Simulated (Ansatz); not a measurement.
## Al: geometry relaxation (part 2 of 2)

The same run, continued: Al (2 atoms in the cell); DFT PBEsol, scalar-relativistic, plane waves, PAW, no spin polarisation (Ansatz 0.2.0); cutoff 420 eV, 18×18×10 k-mesh, Gaussian smearing of 0.1 eV. The structure derives from a Materials Project entry.

Geometry of the input (Å; fractional positions):
```
2.8125  0.0000  0.0000
-1.4062  2.4357  0.0000
0.0000  0.0000  4.8669
Al 0.6667  0.3333  0.7500
Al 0.3333  0.6667  0.2500
```

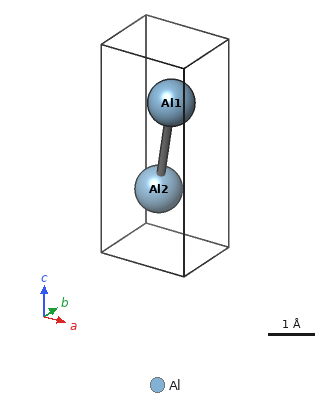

**Figure 1.** The geometry at step 5 of the log (ball-and-stick view of the cell of the calculation, seen slightly off an axis; atoms are numbered from 1 in the order of the input).

## What the program printed, continued
```
relax step  10: F+E_penalty+E_count = -1049.02867977 eV  Δ(F+E_penalty+E_count) = -4.290e-6 eV  max|allowed force component| = 1.156e-17 eV/Å  Δτ_max = 0.0000 Å  P = -0.007 GPa  Ω = 32.630 Å³  stress off target by 7.40e-2 GPa  SCF on the basis re-selected at this cell (its energy is not comparable with the rows above)  (5 SCF iters)
basis re-selected at this cell: Δ(F+E_penalty+E_count) = -4.290e-6 eV, ΔP = -0.002 GPa vs the last step (what re-selecting the basis moved, of the pressure what is left beyond the Pulay correction that the steps carried, after the strain that the cell walked since its last selection, with what the two solves' SCF thresholds leave and, on support functions, any second-order correction that the steps lacked; it is no measure of the basis error at this ecutwfc). The dense FFT grid was sized anew with the basis: this SCF ran on 20×20×32 points, the steps before it on 20×20×36, so part of this shift can come from that change (see relax.cell in the input reference). This SCF's stress stands 7.40e-2 GPa from its target on what of the cell is left free (relax.cell.stress_tol is 5.00e-2 GPa) and its largest allowed force component is 1.16e-17 eV/Å (relax.f_tol is 5.00e-3 eV/Å): not within both, so this SCF does not close the relaxation
Crystal: 2 atoms, lattice volume = 32.627 Å³
iter 1 solved again at ethr=3.00e-7 eV; its pass at ethr=3.10e-3 eV (dr2=1.80e-5 eV) is discarded
SCF iter   1: F=—  HF=-1049.028686 eV  |F-HF|=—  |Δ(HF+E_count)|=         —  Δρ=2.08e-4  dr2=1.77e-5  ethr=3.00e-7  ⟨swp⟩=2.0  Hψ=13568  notcnv=0
preconditioner: auto → none  [metal: Δε(μ)=0.011 eV  Ē_g=9.015 eV  σ=0.100 eV  W_gap=0.06  n_scr=2 (ndim 8)  ℏωp=15.9 eV  f_vac=0.000  D(μ)=1.05/eV (n_scr^D=2)]
SCF iter   2: F=—  HF=-1049.028681 eV  |F-HF|=—  |Δ(HF+E_count)|=   5.34e-6  Δρ=7.75e-5  dr2=2.41e-6  ethr=2.95e-7  ⟨swp⟩=1.0  Hψ=1554  notcnv=0
SCF iter   3: F=—  HF=-1049.028680 eV  |F-HF|=—  |Δ(HF+E_count)|=   6.77e-7  Δρ=2.86e-6  dr2=1.65e-9  ethr=2.28e-10  ⟨swp⟩=3.4  Hψ=5757  notcnv=0
SCF iter   4: F=-1049.028680 eV  HF=-1049.028680 eV  |F-HF|=6.14e-12  |Δ(HF+E_count)|=  4.11e-10  Δρ=3.83e-7  dr2=4.03e-11  ethr=2.75e-11  ⟨swp⟩=2.0  Hψ=4440  notcnv=0
SCF 11 converged in 4 iterations: F = -1049.028680 eV  dr2 = 4.03e-11
relax step  11: F+E_penalty+E_count = -1049.02868012 eV  Δ(F+E_penalty+E_count) = -3.465e-7 eV  max|allowed force component| = 5.031e-17 eV/Å  Δτ_max = 0.0000 Å  P = -0.003 GPa  Ω = 32.627 Å³  energy of the carried Pulay correction = -5.144e-7 eV  (4 SCF iters, dr2 threshold 1.37e-8 eV, accepted)
iter 1 solved again at ethr=8.42e-8 eV; its pass at ethr=3.10e-3 eV (dr2=5.05e-6 eV) is discarded
SCF iter   1: F=—  HF=-1049.028698 eV  |F-HF|=—  |Δ(HF+E_count)|=         —  Δρ=1.10e-4  dr2=4.95e-6  ethr=8.42e-8  ⟨swp⟩=2.0  Hψ=13617  notcnv=0
preconditioner: auto → none  [metal: Δε(μ)=0.013 eV  Ē_g=9.016 eV  σ=0.100 eV  W_gap=0.07  n_scr=2 (ndim 8)  ℏωp=15.9 eV  f_vac=0.000  D(μ)=1.07/eV (n_scr^D=2)]
SCF iter   2: F=—  HF=-1049.028695 eV  |F-HF|=—  |Δ(HF+E_count)|=   3.29e-6  Δρ=4.29e-5  dr2=7.39e-7  ethr=8.26e-8  ⟨swp⟩=1.0  Hψ=1554  notcnv=0
SCF iter   3: F=-1049.028695 eV  HF=-1049.028695 eV  |F-HF|=4.30e-11  |Δ(HF+E_count)|=   2.49e-7  Δρ=1.43e-6  dr2=4.27e-10  ethr=2.40e-10  ⟨swp⟩=3.1  Hψ=5488  notcnv=0
SCF 12 converged in 3 iterations: F = -1049.028695 eV  dr2 = 4.27e-10
relax step  12: F+E_penalty+E_count = -1049.02869455 eV  Δ(F+E_penalty+E_count) = -1.443e-5 eV  max|allowed force component| = 4.626e-18 eV/Å  Δτ_max = 0.0000 Å  P = +0.011 GPa  Ω = 32.622 Å³  energy of the carried Pulay correction = +2.405e-6 eV  (3 SCF iters, dr2 threshold 1.44e-8 eV, accepted)
iter 1 solved again at ethr=1.96e-9 eV; its pass at ethr=3.10e-3 eV (dr2=1.18e-7 eV) is discarded
SCF iter   1: F=—  HF=-1049.028694 eV  |F-HF|=—  |Δ(HF+E_count)|=         —  Δρ=3.33e-6  dr2=2.28e-9  ethr=1.96e-9  ⟨swp⟩=3.2  Hψ=17899  notcnv=0
SCF iter   2: F=—  HF=-1049.028692 eV  |F-HF|=—  |Δ(HF+E_count)|=   1.88e-6  Δρ=1.06e-6  dr2=2.49e-10  ethr=3.80e-11  ⟨swp⟩=2.1  Hψ=2287  notcnv=0
SCF iter   3: F=—  HF=-1049.028692 eV  |F-HF|=—  |Δ(HF+E_count)|=  2.43e-11  Δρ=6.06e-7  dr2=7.05e-11  ethr=4.15e-12  ⟨swp⟩=1.0  Hψ=1554  notcnv=0
SCF iter   4: F=-1049.028692 eV  HF=-1049.028692 eV  |F-HF|=4.55e-13  |Δ(HF+E_count)|=  2.27e-13  Δρ=7.91e-8  dr2=2.11e-12  ethr=1.00e-12  ⟨swp⟩=5.0  Hψ=5237  notcnv=0
SCF 13 converged in 4 iterations: F = -1049.028692 eV  dr2 = 2.11e-12
relax step  13: F+E_penalty+E_count = -1049.02869172 eV  Δ(F+E_penalty+E_count) = +2.834e-6 eV  max|allowed force component| = 9.252e-18 eV/Å  Δτ_max = 0.0000 Å  P = +0.011 GPa  Ω = 32.622 Å³  stress off target by 1.69e-2 GPa  SCF on the basis re-selected at this cell (its energy is not comparable with the rows above)  (4 SCF iters)
```

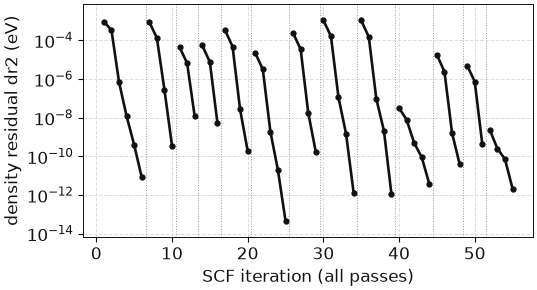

**Figure 2.** Convergence of the self-consistent field: density residual dr2 against the SCF iteration. The dotted lines part the SCF passes of the relaxation: geometry steps, rejected trials and re-solves on a re-selected basis. The 13 passes take 3 to 6 iterations each, 55 in all.

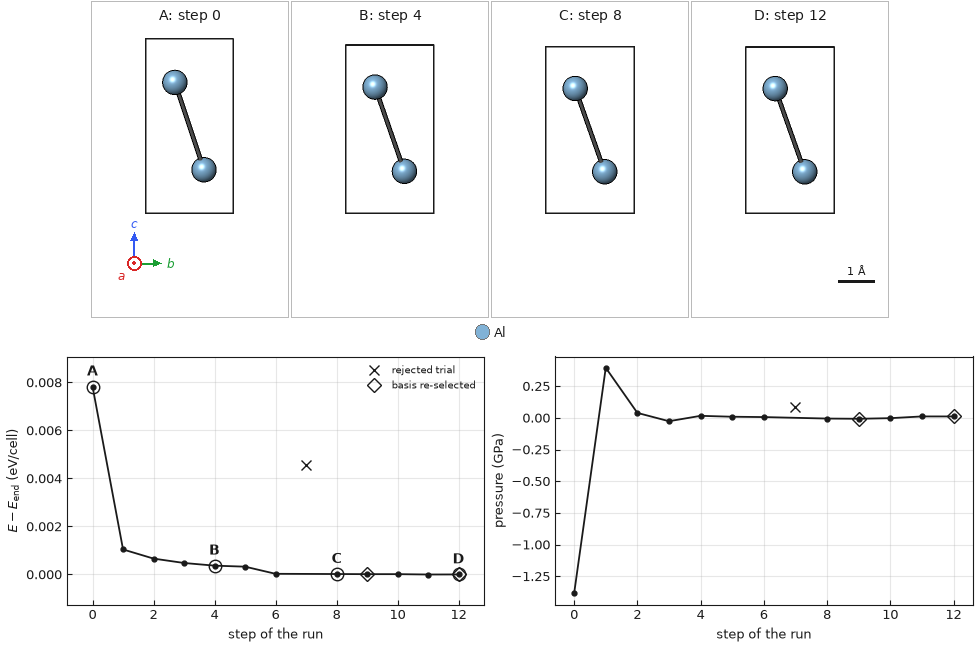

**Figure 3.** Frames of the relaxation (ball-and-stick view of the cell of the calculation, along the a axis) above the curves, on which the letters mark them (the first geometry is step 0 here and step 1 in the log).

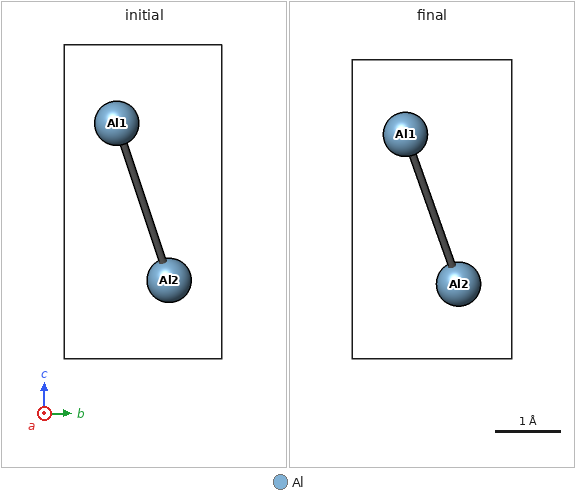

**Figure 4.** Before (left) and after (right) the relaxation, at one scale (ball-and-stick view of the cell of the calculation, along the a axis). The atoms keep their places relative to the cell (all moves are under 0.005 Å). The drawn cell changes as follows: a = b 2.812 → 2.850 Å (+1.3 %), c 4.867 → 4.637 Å (−4.7 %); the volume changes by −2.2 %. Distances before and after: Al1–Al2 2.925 → 2.843 Å, Al1–Al1 2.812 → 2.850 Å. The space group stays P6_3/mmc (No. 194). The energy falls by 7.8 meV per cell of the calculation in 10 geometry steps. All forces vanish by symmetry, so only the cell relaxes. Pressure: −1.38 GPa at the start and 0.01 GPa at the end. The line search rejected the trial step at point 7 (counted from 0) and went back. 1 further SCF at an unchanged geometry re-selected the plane-wave basis for the new cell. The energy change given includes the shifts at the re-selections in mid-walk, which come without any move. A last SCF at the same geometry on a re-selected plane-wave basis shifts the energy by +0.0 meV per cell of the calculation. (Atoms are counted from 1 in the order of the input.)

```
basis re-selected at this cell: Δ(F+E_penalty+E_count) = +2.834e-6 eV, ΔP = -0.000 GPa vs the last step (what re-selecting the basis moved, of the pressure what is left beyond the Pulay correction that the steps carried, after the strain that the cell walked since its last selection, with what the two solves' SCF thresholds leave and, on support functions, any second-order correction that the steps lacked; it is no measure of the basis error at this ecutwfc). This SCF's stress stands 1.69e-2 GPa from its target on what of the cell is left free (relax.cell.stress_tol is 5.00e-2 GPa) and its largest allowed force component is 9.25e-18 eV/Å (relax.f_tol is 5.00e-3 eV/Å): within both
SCF converged after 4 iterations
Free energy (F): -1049.028692 eV
Harris-Foulkes:  -1049.028692 eV  (|F-HF|=4.55e-13)
Internal energy: -1049.023319 eV  (E = F + TS)
E sigma→0 (E₀):  -1049.026005 eV
Entropy (-TS):   -0.005373 eV (-2.686 meV/atom)
Fermi energy:    8.009410 eV
--- Per-component energies (eV) ---
  E_band       = 21.373758
  E_kinetic    = 45.940685
  E_local      = 19.870475  (includes V_loc(G=0)·N_el)
  E_nonlocal   = 20.905579
  E_hartree    = 0.197206
  E_xc         = -78.948688
  E_vxc        = -58.486354  (∫ρ·V_xc dr)
  E_paw        = -909.437263  (= ΣΔE_a)
  E_vpaw       = -7.251035  (= ΣTr[D̂ρ^β])
  E_aug_tail   = -0.000005  (compensation charges beyond the density's cutoff)
  E_ewald      = -147.589586
  E_core_change = 0.038278  (= ΣΔE_core)
  E_smearing   = -0.005373  (= −TS)
  E_closure    = 0.000000  (closes the sum)
  Σ components = -1049.028692   (vs F -1049.028692, Δ=0.00e0)
--- Forces (eV/Å), atoms counted from 1 ---
  atom   1  Al     0.00000000    -0.00000000     0.00000000
  atom   2  Al    -0.00000000    -0.00000000    -0.00000000
  max |Σ_I F_I| component: 4.63e-18 eV/Å
--- Stress (GPa, compression-positive) ---
        0.016869      -0.000000       0.000000
       -0.000000       0.016869       0.000000
        0.000000       0.000000      -0.000733
  P = ⅓ Tr σ = 0.0110 GPa (0.110 kbar)
--- Band table (eV; the first three rows and the last of 222) ---
  k-point 0: bands = ["-3.2006", "3.3937", "3.6518", "18.5711", "18.5711", "18.9339", "18.9339"]
  k-point 1: bands = ["-3.1318", "2.2620", "4.9039", "18.6237", "18.6237", "18.9922", "18.9922"]
  k-point 2: bands = ["-2.9257", "1.1341", "6.3929", "17.3771", "18.7810", "18.7810", "19.1649"]
  k-point 221: bands = ["5.6317", "5.6317", "6.4188", "6.4188", "6.9863", "6.9863", "18.2092"]
--- Relaxed structure (11 steps of the walk, 10 accepted, 2 SCFs on fresh bases) ---
  F+E_penalty+E_count = -1049.02869172 eV   max|allowed force component| = 9.252e-18 eV/Å   (the final SCF, on the basis selected at the relaxed cell)
  cell:  # Å, volume = 32.6218 Å³
    - [2.8500701806829634, -2.925356821772995e-11, -1.80272407396088e-29]
    - [-1.4250350903161473, 2.468233179054578, 1.5227960835159365e-18]
    - [3.6695181197128784e-32, 3.0428002552734746e-18, 4.637316279685106]
  atoms:
    - { symbol: Al, position: [0.6666666666666667, 0.33333333333333337, 0.75] }
    - { symbol: Al, position: [0.33333333333333337, 0.6666666666666666, 0.25] }
```

## Trajectory as extended XYZ (Å, eV, eV/Å), 13 frames, from step=1 to step=13
```
2
Lattice="2.8125 0.0000 0.0000 -1.4062 2.4357 0.0000 0.0000 0.0000 4.8669" Properties=species:S:1:pos:R:3:forces:R:3 step=1 energy=-1049.02086 pressure_GPa=-1.38
Al    1.4062    0.8119    3.6501    0.0000   0.0000   0.0000
Al    0.0000    1.6238    1.2167    0.0000   0.0000   0.0000
2
Lattice="2.8070 0.0000 0.0000 -1.4035 2.4309 0.0000 0.0000 0.0000 4.7612" Properties=species:S:1:pos:R:3:forces:R:3 step=2 energy=-1049.02765 pressure_GPa=0.39
Al    1.4035    0.8103    3.5709    0.0000   0.0000   0.0000
Al    0.0000    1.6206    1.1903    0.0000   0.0000   0.0000
2
Lattice="2.8151 0.0000 0.0000 -1.4075 2.4379 0.0000 0.0000 0.0000 4.7533" Properties=species:S:1:pos:R:3:forces:R:3 step=3 energy=-1049.02803 pressure_GPa=0.04
Al    1.4075    0.8126    3.5649    0.0000   0.0000   0.0000
Al    0.0000    1.6253    1.1883    0.0000   0.0000   0.0000
2
Lattice="2.8207 0.0000 0.0000 -1.4104 2.4428 0.0000 0.0000 0.0000 4.7371" Properties=species:S:1:pos:R:3:forces:R:3 step=4 energy=-1049.02822 pressure_GPa=-0.03
Al    1.4104    0.8143    3.5528    0.0000   0.0000   0.0000
Al    0.0000    1.6285    1.1843    0.0000   0.0000   0.0000
2
Lattice="2.8332 0.0000 0.0000 -1.4166 2.4536 0.0000 0.0000 0.0000 4.6932" Properties=species:S:1:pos:R:3:forces:R:3 step=5 energy=-1049.02833 pressure_GPa=0.02
Al    1.4166    0.8179    3.5199    0.0000   0.0000   0.0000
Al    0.0000    1.6358    1.1733    0.0000   0.0000   0.0000
2
Lattice="2.8366 0.0000 0.0000 -1.4183 2.4566 0.0000 0.0000 0.0000 4.6825" Properties=species:S:1:pos:R:3:forces:R:3 step=6 energy=-1049.02837 pressure_GPa=0.01
Al    1.4183    0.8189    3.5119    0.0000   0.0000   0.0000
Al    0.0000    1.6377    1.1706    0.0000   0.0000   0.0000
2
Lattice="2.8477 0.0000 0.0000 -1.4238 2.4661 0.0000 0.0000 0.0000 4.6457" Properties=species:S:1:pos:R:3:forces:R:3 step=7 energy=-1049.02867 pressure_GPa=0.01
Al    1.4238    0.8220    3.4843    0.0000   0.0000   0.0000
Al    0.0000    1.6441    1.1614    0.0000   0.0000   0.0000
2
Lattice="2.8734 0.0000 0.0000 -1.4367 2.4884 0.0000 0.0000 0.0000 4.5601" Properties=species:S:1:pos:R:3:forces:R:3 step=8 energy=-1049.02412 pressure_GPa=0.09 accepted=F
Al    1.4367    0.8295    3.4201    0.0000   0.0000   0.0000
Al    0.0000    1.6589    1.1400    0.0000   0.0000   0.0000
2
Lattice="2.8489 0.0000 0.0000 -1.4244 2.4672 0.0000 0.0000 0.0000 4.6424" Properties=species:S:1:pos:R:3:forces:R:3 step=9 energy=-1049.02868 pressure_GPa=-0.01
Al    1.4244    0.8224    3.4818    0.0000   0.0000   0.0000
Al    0.0000    1.6448    1.1606    0.0000   0.0000   0.0000
2
Lattice="2.8489 0.0000 0.0000 -1.4244 2.4672 0.0000 0.0000 0.0000 4.6424" Properties=species:S:1:pos:R:3:forces:R:3 step=10 energy=-1049.02868 pressure_GPa=-0.01
Al    1.4244    0.8224    3.4818    0.0000   0.0000   0.0000
Al    0.0000    1.6448    1.1606    0.0000   0.0000   0.0000
2
Lattice="2.8519 0.0000 0.0000 -1.4260 2.4699 0.0000 0.0000 0.0000 4.6320" Properties=species:S:1:pos:R:3:forces:R:3 step=11 energy=-1049.02868 pressure_GPa=-0.00
Al    1.4260    0.8233    3.4740    0.0000   0.0000   0.0000
Al    0.0000    1.6466    1.1580    0.0000   0.0000   0.0000
2
Lattice="2.8501 0.0000 0.0000 -1.4250 2.4682 0.0000 0.0000 0.0000 4.6373" Properties=species:S:1:pos:R:3:forces:R:3 step=12 energy=-1049.02869 pressure_GPa=0.01
Al    1.4250    0.8227    3.4780    0.0000   0.0000   0.0000
Al    0.0000    1.6455    1.1593    0.0000   0.0000   0.0000
2
Lattice="2.8501 0.0000 0.0000 -1.4250 2.4682 0.0000 0.0000 0.0000 4.6373" Properties=species:S:1:pos:R:3:forces:R:3 step=13 energy=-1049.02869 pressure_GPa=0.01
Al    1.4250    0.8227    3.4780    0.0000   0.0000   0.0000
Al    0.0000    1.6455    1.1593    0.0000   0.0000   0.0000
```

## Summary

- outcome: converged
- space group (tolerance 0.01 Å): P6₃/mmc (194)
- electrons treated: 6
- free energy: −1049.0287 eV
- Fermi energy: 8.009 eV
- gap on the k-point mesh: none (metallic)
- pressure: 0.01 GPa
- final volume: 32.62 Å³
- largest force (length of the vector) at the end: under 0.001 eV/Å
- final cell: a = 2.850 Å, b = 2.850 Å, c = 4.637 Å, α = 90.00°, β = 90.00°, γ = 120.00°
- hardware: 2 threads of AMD EPYC (Zen 3), 189 GiB of memory available, shared host
- wall time: 42 s (CPU time 80 s)
- peak memory: 0.38 GiB
